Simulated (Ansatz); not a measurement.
Consider Ge₁₆N (cell with a defect).

```
CELL_PARAMETERS angstrom
0.00000 5.66000 5.66000
5.66000 0.00000 5.66000
5.66000 5.66000 0.00000
ATOMIC_POSITIONS crystal
Ge 0.97154 0.01712 0.99550
Ge 0.10339 0.15105 0.10017
Ge 0.99002 0.05330 0.47107
Ge 0.22656 0.05254 0.65996
Ge 0.98662 0.52531 0.96405
Ge 0.10268 0.64638 0.10117
Ge 0.99114 0.48531 0.47160
Ge 0.10097 0.65680 0.58744
Ge 0.47558 0.00928 0.00663
Ge 0.59526 0.13556 0.13397
Ge 0.59266 0.95756 0.49200
Ge 0.62022 0.14718 0.63608
Ge 0.47516 0.50878 0.00686
Ge 0.61289 0.63568 0.11591
Ge 0.47464 0.51771 0.49137
Ge 0.62200 0.59570 0.63640
N 0.11937 0.21626 0.44914
```

Computed without spin polarisation; PAW files of the earlier set (soft_1).

Theory: DFT PBEsol, scalar-relativistic, plane waves, PAW (Ansatz 0.2.0).

Question: What can the converged valence pseudo-density and electron localisation function tell about the bonding?

Answer: Ge–Ge (2.44 Å): the density is about 0.52 e/Å³ at the midpoint; the ELF peaks at about 0.80 between the atoms.

Question: Does the calculation give a band gap?

Answer: It is gapless in this calculation (a metal or semimetal).

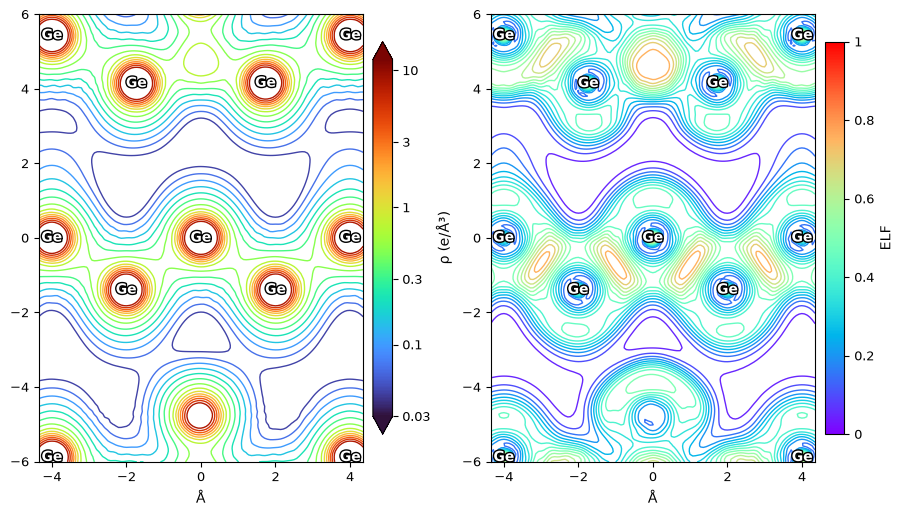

Computed valence pseudo-density and electron localisation function on the (101̄) plane of the calculation cell, in this order. Atoms just off the plane (Ge, 0.3 Å away and N, 0.7 Å away) can leave unmarked features too.

Core electrons are frozen (PAW), and the valence fields are smoothed inside the atomic spheres.
